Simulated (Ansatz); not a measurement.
# KI (Fm-3m): refractive index against wavelength

The refractive index of KI (Fm-3m) below the direct gap (3.97 eV on the mesh) is read from one computed spectrum, n = √(Re ε).

Symmetry: Fm-3m, No. 225, cubic system. Conventional cell: a = 7.066 Å, b = 7.066 Å, c = 7.066 Å, α = 90.00°, β = 90.00°, γ = 90.00°. I on site b is surrounded by 6 K at 3.53 Å. K on site a has 6 I at 3.53 Å as nearest neighbours.

Method: Ansatz 0.2.0, PBE, independent particles, k-mesh 8×8×8 with interpolation inside its cells, Gaussian parameter 0.15 eV.

Launch of the response step: `ansatz run input.yaml --threads 4 --pin off --max-ram 8192MiB --backend cpu --events-out ev --progress --plain --runs-dir out`. The run took 6 s, on 4 threads of Arm Neoverse V2 (shared host).

| wavelength (nm) | photon energy E (eV) | n |
| --- | --- | --- |
| 1310 | 0.946 | 1.8108 |
| 1064 | 1.165 | 1.8167 |
| 850 | 1.459 | 1.8268 |
| 700 | 1.771 | 1.8406 |
| 633 | 1.959 | 1.8506 |
| 532 | 2.331 | ? |
| 450 | 2.755 | 1.9117 |

In the single-oscillator model n² − 1 = E₀E_d/(E₀² − E²), so 1/(n² − 1) = E₀/E_d − E²/(E₀E_d) is linear in E².

Working, on the rows shown:

| x = E² (eV²) | y = 1/(n² − 1) |
| --- | --- |
| 0.895757 | 0.43879 |
| 1.35784 | 0.434707 |
| 2.12762 | 0.427863 |
| 3.13716 | 0.418794 |
| 3.83641 | 0.412419 |
| 7.59115 | 0.376705 |

Means: x̄ = 3.1577, ȳ = 0.41821. Σ(x − x̄)(y − ȳ) = -0.2741, Σ(x − x̄)² = 29.53. Slope = -0.2741 / 29.53 = -0.009282; intercept = ȳ − slope · x̄ = 0.44752. Turned back into n, the line misses the rows shown by at most 0.0008.

Q: Fill in the last column of the withheld row.

A: At x = 5.4314 the line gives y = 0.39711, that is 1.8757. The run gave 1.8748, so the interpolation is off by 0.00089, 0.9 % of the range in the table.

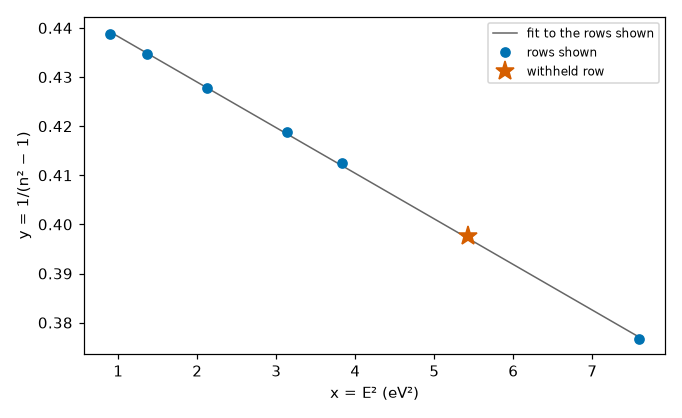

Refitted with all rows, the slope is -0.009252 and the intercept 0.44749. These give E₀ = √(intercept/−slope) = 6.95 eV and E_d = E₀/intercept = 15.5 eV; E₀ is 1.8 times the direct gap. The electronic limit at long wavelengths, without lattice vibrations, is n = √(1 + 1/intercept) = 1.799. Excitons are left out and so are local fields; PBE gaps are as a rule too small. Spin-orbit coupling is left out.
